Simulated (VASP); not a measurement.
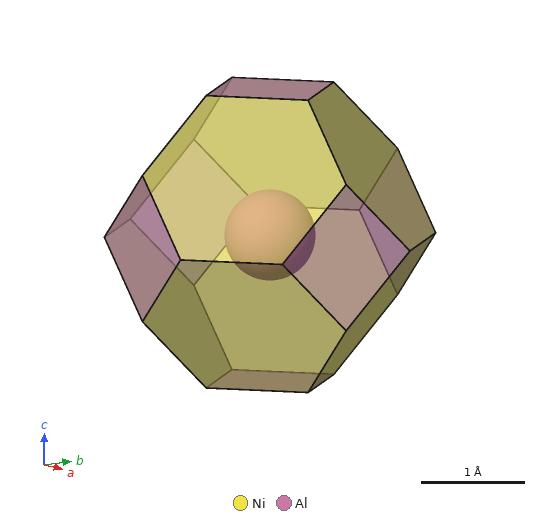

The polyhedron is the computed Voronoi (Dirichlet) cell of the central atom: each face lies in the plane that bisects the line to a neighbour. Central atom: Al (1a) in AlNi; faces take the colour of the neighbour behind them. Source: an entry of the Crystallography Open Database, as set up for an electronic-structure calculation.

AlNi, space group Pm-3m (No. 221), a = 2.881 Å, b = 2.881 Å, c = 2.881 Å, α = 90.00°, β = 90.00°, γ = 90.00°

| site | Wyckoff | x | y | z |
| --- | --- | --- | --- | --- |
| Ni | 1b | 0.5000 | 0.5000 | 0.5000 |
| Al | 1a | 0.0000 | 0.0000 | 0.0000 |

Q: What is the volume of this Voronoi cell?

A: 12.0 Å³, equal to the mean volume per atom.

Q: Give the Voronoi index ⟨n3,n4,n5,n6,…⟩ (numbers of faces with 3, 4, 5, 6 … edges).

A: 14 faces, index ⟨0,6,0,8⟩: a truncated octahedron, as in the body-centred cubic structure.

Q: Which neighbours share a face with the central atom?

A: 8 Ni (79 % of the solid angle) and 6 Al (21 % of the solid angle).
